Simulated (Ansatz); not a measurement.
SnO: single-point calculation

The run: single-point calculation of SnO (slab, 8 atoms in the cell). Method and program: DFT PBE+D3(BJ), scalar-relativistic, plane waves, PAW, PAW set soft_1, no spin polarisation (Ansatz 0.2.0).

The structure derives from a Materials Project entry. Figures and captions count atoms from 1; the log counts them from 0 in places.

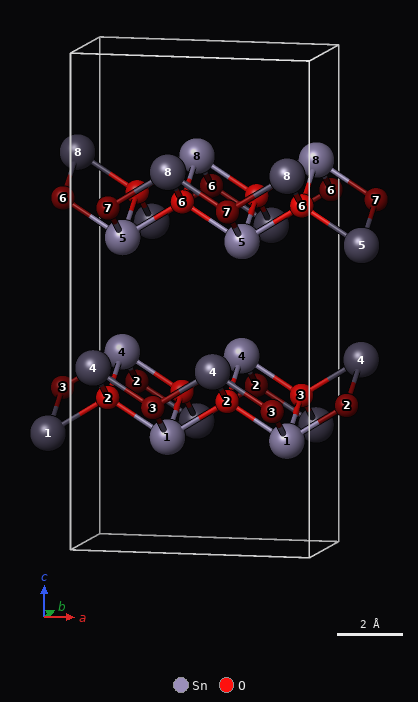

*The structure (ball-and-stick view of the 2 × 1 repeat of the cell, with the vacuum cut short, seen slightly off an axis; neighbours outside the cell are drawn fainter; atoms are numbered from 1 in the order of the input). An atom can appear more than once, as a periodic image.*

Near neighbours in the periodic cell (some may lie outside the picture): Sn has 4 O at 2.25 Å; O has 4 Sn at 2.25 Å.

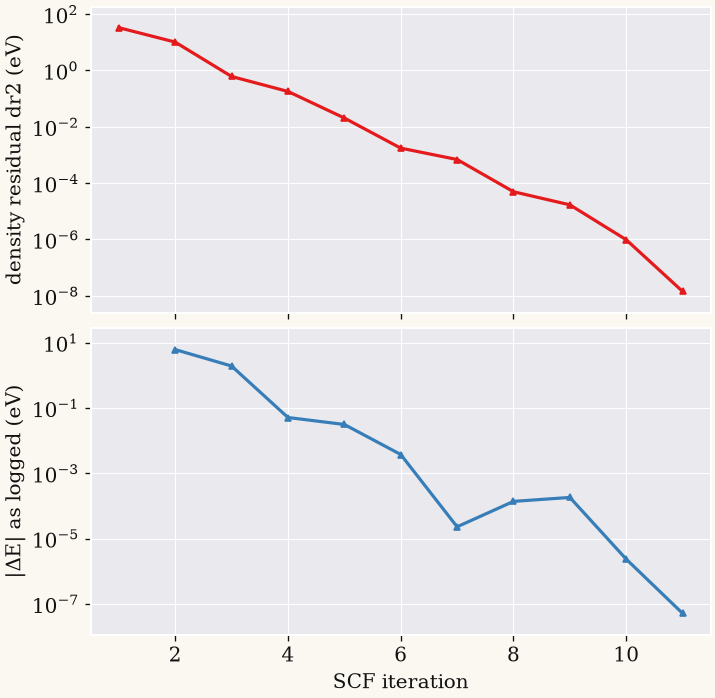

*Convergence of the self-consistent field: density residual dr2 and size of the energy change against the SCF iteration.*

The residual falls at every step.

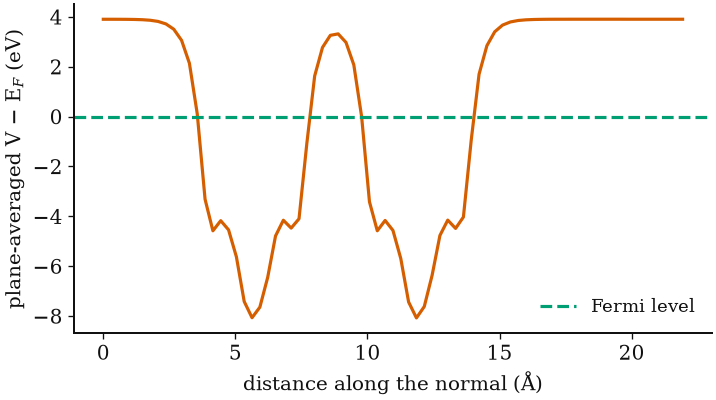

*Plane average of the electrostatic potential energy of an electron across the cell, from the Fermi level.*

The vacuum level lies 3.91 eV above the Fermi level.

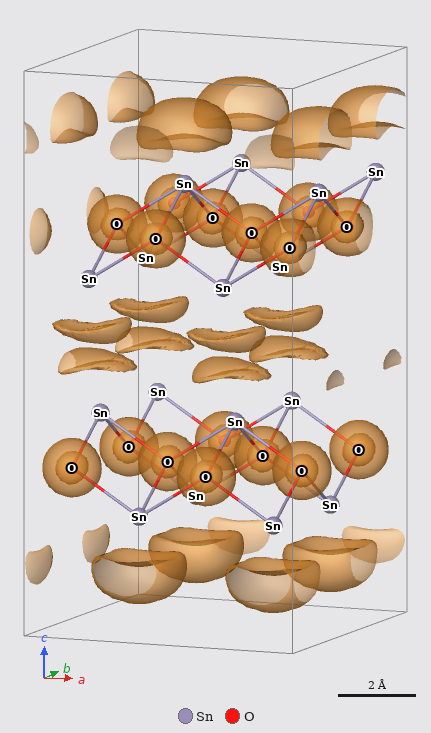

*Isosurface of the electron localisation function at 0.75 (orange), seen slightly off an axis. Core shells and regions of very low density are left out. Sticks mark near contacts.*

Along the contacts the grid gives the following. Sn–O (2.25 Å): the ELF is about 0.20 at the midpoint. The fields are those of the smooth PAW valence density.

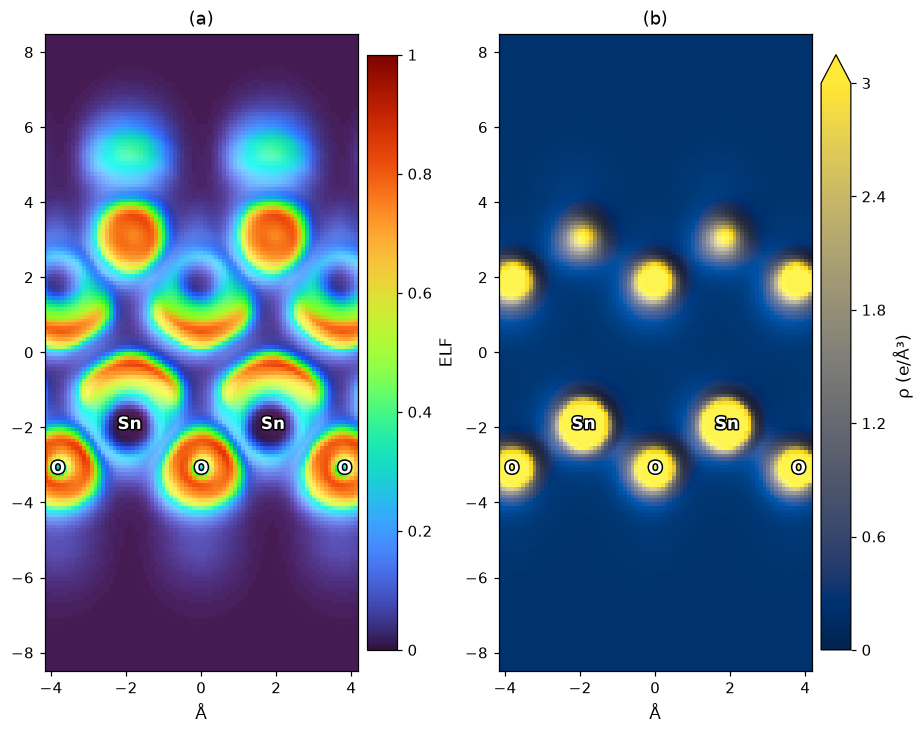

*(a) ELF; (b) valence electron density on the (100) plane of the calculation cell, a cut from vacuum to vacuum.*

The section cuts through O and Sn sites. Sn–O (2.25 Å): ρ at the midpoint is about 0.44 e/Å³; the ELF is about 0.20 at the midpoint. The density dies away to nearly zero in the vacuum.

The input and output of the run follow.

**The input**
```yaml
crystal:
  lattice:
    - [3.8201630995, 0.0, 0.0]
    - [0.0, 3.8201630995, 0.0]
    - [0.0, 0.0, 22.2260821294]
  atoms:
    - { symbol: Sn, position: [0.75, 0.25, 0.2024648327] }
    - { symbol: O, position: [0.25, 0.25, 0.2556240231] }
    - { symbol: O, position: [0.75, 0.75, 0.2556240231] }
    - { symbol: Sn, position: [0.25, 0.75, 0.3087832136] }
    - { symbol: Sn, position: [0.375, 1.25, 0.482003126] }
    - { symbol: O, position: [-0.125, 1.25, 0.5351623164] }
    - { symbol: O, position: [0.375, 1.75, 0.5351623164] }
    - { symbol: Sn, position: [-0.125, 1.75, 0.5883215068] }
basis:
  ecutwfc: 420
kpoints:
  mp_grid: { grid: [7, 7, 1] }
hamiltonian:
  xc: pbe
  pseudopotentials: { kind: paw, azcp: { folder: soft_1 } }
  dispersion: d3bj
scf:
  occupations: { method: gaussian, width: 0.05 }
output:
  forces: true
  eigenvalues: true
  write_density: true
  write_potential: true
  elf: true
  volumetric_format: npy
efield:
  axis: 3
  dipole_correction: true
  ramp_width: 0.04
```

Command:
```bash
ansatz run input.yaml --threads 2 --pin off --max-ram 6144MiB --backend cpu --events-out ev --progress --plain --runs-dir out
```

**Log**
```
Engine: ansatz 0.2.0, aarch64-unknown-linux-gnu
Pseudopotentials: kind: paw
Pseudopotential: Sn, paw, valence charge 14, recommended cutoff 420 eV (normal), [file]
Pseudopotential: O, paw, valence charge 6, recommended cutoff 420 eV (normal), [file]
Functional definition: PBE
  parameter kappa = 0.804
  parameter beta = 0.06672455060314922
  exchange = pbe_x(kappa = kappa, mu = beta*pi^2/3)
  correlation = pbe_c(beta = beta)
Crystal: 8 atoms, lattice volume = 324.360 Å³
Basis set: ecut = 420 eV, 6355 PW (Γ), exchange–correlation on 54×54×300 points (8 copies of the dense FFT grid, shifted against one another)
Bands: 48, of which v1, the nominal top of the filled ones, is band 40 counted from 1 (39 counted from 0)
Symmetry: 2 space group operations
k-points: 16 of 49 (time reversal used)
Non-local potential: Sn, projectors of the file, l = 0: 2, l = 1: 2, l = 2: 2, l = 3: 1
Non-local potential: O, projectors of the file, l = 0: 2, l = 1: 2, l = 2: 1
PAW form: soft (Blöchl's): semilocal exchange-correlation on the pseudo side does not see the compensation charge
PAW one-centre angular grid: Sn, 590 points (default); XC on 64 Gauss nodes
PAW one-centre angular grid: O, 110 points (default); XC on 64 Gauss nodes
Initial density: superposition of atomic densities (neutral atoms: chi_scale 0, normalization atom)
Initial wavefunctions: pseudopotential atomic-orbital guess
Functional: x = pbe(κ = 0.804, μ = 0.2195149727645171), c = pbe(β = 0.06672455060314922)
SCF iter   1: F=—  HF=-26376.237885 eV  |F-HF|=—  |Δ(HF+E_count)|=         —  Δρ=9.25e-2  dr2=3.29e1  ethr=3.10e-3  p=0.000 e·Å  D=2.56e-7 V/Å  ΔV_dip=-0.00 eV  dr2_dipole=4.62e-9  V_vac-E_F(+/−)=5.80/5.80 eV  ⟨swp⟩=7.0  Hψ=2987  notcnv=0
efield: sawtooth ramp at fractional position 0.8754 (placed from the atoms, in the widest stretch of the axis that holds none; the zero of the levels goes with the place), width 0.0400; the density the first Hamiltonian is built on has a dipole p = 0.000 e·Å; the dipole correction subtracts the counter field D = 2.56e-7 V/Å, which shifts the + side's vacuum level by -0.00 eV against the − side's; the planar-averaged density in the ramp window peaks in size at 2.8e-6 e/Å³
preconditioner: auto → Resta (q_TF=auto, 2.161 Å⁻¹)  ε∞=2.0  [insulator: Δε(μ)=3.129 eV  Ē_g=18.175 eV  σ=0.050 eV  W_gap=1.00  n_scr=50 (ndim 8)  ℏωp=18.4 eV  f_vac=0.458  D(μ)=0.00/eV (n_scr^D=0)  ε∞_Penn≈2.0  vacuum switching on, ρ_ref=2.4e-2 e/Å³]
SCF iter   2: F=—  HF=-26370.149246 eV  |F-HF|=—  |Δ(HF+E_count)|=    6.09e0  Δρ=6.50e-2  dr2=1.01e1  ethr=3.10e-3  p=-0.000 e·Å  D=-3.25e-5 V/Å  ΔV_dip=0.00 eV  dr2_dipole=2.61e-8  V_vac-E_F(+/−)=3.10/3.10 eV  ⟨swp⟩=4.5  Hψ=1869  notcnv=0  defer=49
SCF iter   3: F=—  HF=-26368.238309 eV  |F-HF|=—  |Δ(HF+E_count)|=    1.91e0  Δρ=1.42e-2  dr2=6.08e-1  ethr=3.10e-3  p=0.000 e·Å  D=3.89e-7 V/Å  ΔV_dip=-0.00 eV  dr2_dipole=5.42e-11  V_vac-E_F(+/−)=4.21/4.21 eV  ⟨swp⟩=3.1  Hψ=1368  notcnv=0  defer=52
SCF iter   4: F=—  HF=-26368.187467 eV  |F-HF|=—  |Δ(HF+E_count)|=   5.08e-2  Δρ=5.54e-3  dr2=1.79e-1  ethr=7.61e-4  p=0.000 e·Å  D=6.25e-6 V/Å  ΔV_dip=-0.00 eV  dr2_dipole=2.35e-11  V_vac-E_F(+/−)=3.55/3.55 eV  ⟨swp⟩=2.9  Hψ=1158  notcnv=0  defer=54
SCF iter   5: F=—  HF=-26368.156385 eV  |F-HF|=—  |Δ(HF+E_count)|=   3.11e-2  Δρ=1.94e-3  dr2=2.04e-2  ethr=2.23e-4  p=0.000 e·Å  D=8.68e-7 V/Å  ΔV_dip=-0.00 eV  dr2_dipole=1.73e-9  V_vac-E_F(+/−)=3.86/3.86 eV  ⟨swp⟩=2.9  Hψ=1018  notcnv=0  defer=54
SCF iter   6: F=—  HF=-26368.152634 eV  |F-HF|=—  |Δ(HF+E_count)|=   3.75e-3  Δρ=4.16e-4  dr2=1.74e-3  ethr=2.55e-5  p=0.000 e·Å  D=1.45e-5 V/Å  ΔV_dip=-0.00 eV  dr2_dipole=8.33e-9  V_vac-E_F(+/−)=3.86/3.86 eV  ⟨swp⟩=2.2  Hψ=1005  notcnv=0  defer=54
SCF iter   7: F=—  HF=-26368.152657 eV  |F-HF|=—  |Δ(HF+E_count)|=   2.30e-5  Δρ=3.68e-4  dr2=6.87e-4  ethr=2.18e-6  p=-0.000 e·Å  D=-1.99e-5 V/Å  ΔV_dip=0.00 eV  dr2_dipole=1.56e-8  V_vac-E_F(+/−)=3.92/3.92 eV  ⟨swp⟩=3.0  Hψ=1399  notcnv=0  defer=54
SCF iter   8: F=—  HF=-26368.152520 eV  |F-HF|=—  |Δ(HF+E_count)|=   1.38e-4  Δρ=1.30e-4  dr2=4.93e-5  ethr=8.58e-7  p=0.000 e·Å  D=3.23e-5 V/Å  ΔV_dip=-0.00 eV  dr2_dipole=3.40e-8  V_vac-E_F(+/−)=3.91/3.91 eV  ⟨swp⟩=2.0  Hψ=949  notcnv=0  defer=54
SCF iter   9: F=—  HF=-26368.152337 eV  |F-HF|=—  |Δ(HF+E_count)|=   1.82e-4  Δρ=6.05e-5  dr2=1.69e-5  ethr=6.16e-8  p=0.000 e·Å  D=4.66e-7 V/Å  ΔV_dip=-0.00 eV  dr2_dipole=5.96e-12  V_vac-E_F(+/−)=3.90/3.90 eV  ⟨swp⟩=2.2  Hψ=1082  notcnv=0  defer=54
SCF iter  10: F=—  HF=-26368.152335 eV  |F-HF|=—  |Δ(HF+E_count)|=   2.35e-6  Δρ=1.48e-5  dr2=9.73e-7  ethr=2.12e-8  p=-0.000 e·Å  D=-2.84e-6 V/Å  ΔV_dip=0.00 eV  dr2_dipole=2.36e-10  V_vac-E_F(+/−)=3.91/3.91 eV  ⟨swp⟩=2.0  Hψ=951  notcnv=0  defer=54
SCF iter  11: F=-26368.152335 eV  HF=-26368.152335 eV  |F-HF|=6.93e-9  |Δ(HF+E_count)|=   5.15e-8  Δρ=1.98e-6  dr2=1.42e-8  ethr=1.25e-10  p=0.000 e·Å  D=6.01e-6 V/Å  ΔV_dip=-0.00 eV  dr2_dipole=1.01e-9  V_vac-E_F(+/−)=3.91/3.91 eV  ⟨swp⟩=19.4  Hψ=7569  notcnv=0
SCF 1 converged in 11 iterations: F = -26368.152335 eV  dr2 = 1.42e-8
  greatest PAW one-centre occupation: 0.993 electrons in one spin orbital (limit 2), on the Sn atom at site 3 (counted from 0), in its partial waves of l = 2
WARN: The output density's exchange-correlation potential varies sharply where the density is thin. Do not read a vacuum level from v_tot or v_xc, or from such a field of the output density. On a cell that repeats whose density bears no net charge and no dipole along the vacuum's axis use v_es (v_loc + v_h of the components); under efield.dipole_correction with no amplitude use v_es + v_field, which holds any external_charges[].barrier, or the levels of the report's work_function block, which leave it out; under a non-zero efield.amplitude the vacuum is tilted and has no level; on a cell that repeats and bears such a dipole with no correction it is tilted too, and efield.dipole_correction with no amplitude gives each side of its ramp a level where efield: is served; in a cell that repeats whose density bears a net charge (total_charge, or a fill off its count) it is curved and has none; of a slab under crystal.periodic whose density bears no net charge use v_es, which has a level on each side, short of where the two are joined; of another it falls or rises all the way out and has none; of a slab beside external_charges read slab_vacuum_level instead, which it has where they leave it neutral. The grid or the basis barely resolves most such structure, and the values can differ between equally converged runs; as a rule a tighter scf.convergence.dr2_threshold does not remove it. Where the density itself ripples (under the LDA too) a higher basis.ecutwfc lessens it. The files hold the spikes' plane waves up to the density's cutoff. Files: v_tot_of_output_density and the like, and their columns of v_z.tsv (output.write_potential); v_xc_of_output_density and the like, and their columns of v_comp_z.tsv (output.write_potential_components). Measured: with its Gaussian average of σ = 0.25 Å subtracted twice, the exchange-correlation potential is over 0.1 eV at 10 of the grid points where the equally averaged density (valence and model cores) is under 1e-3 e/Å³, and 0.139 eV at the most among them, at an averaged density of 9.3e-8 e/Å³. The input density's (outcome.potential() and, of a run that writes arrays, v_tot and v_xc) is over 0.1 eV, so measured, at 9 points of its own thin density, 0.131 eV at the most. See output.write_potential in the manual, Limitations
SCF converged after 11 iterations
Free energy (F): -26368.152335 eV
Harris-Foulkes:  -26368.152335 eV  (|F-HF|=6.93e-9)
Internal energy: -26368.152335 eV  (E = F + TS)
E sigma→0 (E₀):  -26368.152335 eV
Fermi energy:    2.251571 eV
Dipole field:    D = -0.000028 V/Å  (p = -0.000050 e·Å, saw-weighted, corrected)
Work function:   Φ+ = 3.9063 eV   Φ− = 3.9056 eV
Levels:          The Fermi level and band energies are counted from a zero that moves with the ramp; work functions are not
--- Per-component energies (eV) ---
  E_band       = -990.808535
  E_kinetic    = 1341.871753
  E_local      = -43092.640411  (includes V_loc(G=0)·N_el)
  E_nonlocal   = 790.012605
  E_hartree    = 21058.329724
  E_xc         = -788.146839
  E_vxc        = -683.498853  (∫ρ·V_xc dr)
  E_paw        = -18126.192650  (= ΣΔE_a)
  E_vpaw       = -1463.225214  (= ΣTr[D̂ρ^β])
  E_aug_tail   = 0.004194  (compensation charges beyond the density's cutoff)
  E_efield     = 0.000000  (sawtooth field / dipole correction)
  E_vefield    = 0.000000  (∫n·V_field dr)
  E_ewald      = 12449.879370
  E_disp       = -1.270080  (pairwise vdW)
  E_smearing   = -0.000000  (= −TS)
  E_closure    = -0.000000  (closes the sum)
  Σ components = -26368.152335   (vs F -26368.152335, Δ=0.00e0)
--- Forces (eV/Å), atoms counted from 1 ---
  atom   1  Sn    -0.00385741     0.00000000     0.02173607
  atom   2  O      0.00765285     0.00000000     0.00980180
  atom   3  O     -0.02270488     0.00000000     0.01251462
  atom   4  Sn    -0.01712113     0.00000000     0.02219527
  atom   5  Sn     0.01711978     0.00000000    -0.02228350
  atom   6  O      0.02270615     0.00000000    -0.01245207
  atom   7  O     -0.00765316     0.00000000    -0.00973892
  atom   8  Sn     0.00385743     0.00000000    -0.02176399
  max |Σ_I F_I| component: 9.29e-6 eV/Å
--- Band table (eV; the first three rows and the last of 16) ---
  k-point 0: bands = ["-19.8208", "-19.8207", "-19.4617", "-19.4616", "-19.4191", "-19.4189", "-19.4185", "-19.4171", "-19.4085", "-19.4084", "-19.3762", "-19.3760", "-19.3729", "-19.3715", "-19.3439", "-19.3425", "-19.3375", "-19.3373", "-19.3368", "-19.3354", "-17.8850", "-17.8838", "-15.3860", "-15.3859", "-6.2218", "-6.0717", "-3.8857", "-3.8846", "-3.8816", "-3.8807", "-3.2367", "-2.7243", "-1.3051", "-1.3048", "-0.8983", "-0.8973", "-0.8961", "-0.8957", "0.3574", "1.0826", "3.6251", "3.9398", "3.9463", "5.0910", "5.9171", "6.1975", "6.2501", "6.3867"]
  k-point 1: bands = ["-19.8114", "-19.8113", "-19.4618", "-19.4616", "-19.4216", "-19.4211", "-19.4179", "-19.4170", "-19.4127", "-19.4126", "-19.4026", "-19.4018", "-19.3735", "-19.3734", "-19.3661", "-19.3653", "-19.3379", "-19.3374", "-19.3287", "-19.3285", "-17.7231", "-17.7219", "-15.4815", "-15.4813", "-6.1608", "-6.0300", "-3.8883", "-3.8751", "-3.7576", "-3.7549", "-3.4049", "-3.0726", "-1.5459", "-1.5127", "-1.0741", "-1.0732", "-0.9603", "-0.7715", "0.4238", "1.0983", "4.1088", "4.3433", "4.3542", "5.1603", "5.7119", "5.7403", "6.1795", "6.4319"]
  k-point 2: bands = ["-19.7854", "-19.7851", "-19.5535", "-19.5533", "-19.4271", "-19.4270", "-19.4219", "-19.4217", "-19.4172", "-19.4167", "-19.4144", "-19.4140", "-19.3663", "-19.3659", "-19.3489", "-19.3486", "-19.3405", "-19.3403", "-19.3249", "-19.3246", "-17.3124", "-17.3111", "-15.7685", "-15.7682", "-5.9641", "-5.8786", "-4.0525", "-3.9461", "-3.7307", "-3.6941", "-3.3931", "-3.3910", "-1.9404", "-1.9291", "-1.5482", "-1.5476", "-0.8997", "-0.4686", "0.5182", "0.9772", "4.2315", "4.6778", "4.7629", "4.8452", "5.3391", "5.7331", "6.3813", "6.5555"]
  k-point 15: bands = ["-19.7560", "-19.7555", "-19.7417", "-19.7412", "-19.4289", "-19.4288", "-19.4269", "-19.4267", "-19.3964", "-19.3962", "-19.3941", "-19.3940", "-19.3336", "-19.3326", "-19.3305", "-19.3297", "-19.3171", "-19.3168", "-19.3156", "-19.3153", "-16.3360", "-16.3354", "-16.2061", "-16.2057", "-6.6426", "-6.6373", "-6.5103", "-6.5046", "-3.2694", "-3.2303", "-3.0255", "-3.0153", "-0.5126", "-0.5109", "-0.2786", "-0.2785", "-0.1919", "0.0310", "0.1452", "0.2325", "3.6421", "3.8807", "3.9735", "4.1834", "5.5875", "5.8146", "5.9212", "6.1776"]
```

**Results in brief**

```json
{"quantity": "outcome", "value": "converged"}
{"quantity": "electrons treated", "value": "80"}
{"quantity": "free energy", "value": "−26368.1523 eV"}
{"quantity": "work function, top face", "value": "3.91 eV"}
{"quantity": "work function, bottom face", "value": "3.91 eV"}
{"quantity": "Fermi energy", "value": "2.252 eV"}
{"quantity": "gap on the k-point mesh", "value": "2.27 eV"}
{"quantity": "work function (upper face)", "value": "3.91 eV"}
{"quantity": "largest force (length of the vector)", "value": "0.028 eV/Å"}
{"quantity": "hardware", "value": "2 threads of Arm Neoverse N1, 98 GiB of memory available, shared host"}
{"quantity": "wall time", "value": "35 s (CPU time 65 s)"}
{"quantity": "peak memory", "value": "0.57 GiB"}
```

**Remarks**

The program warns: the exchange-correlation potential is rough where the density is thin.
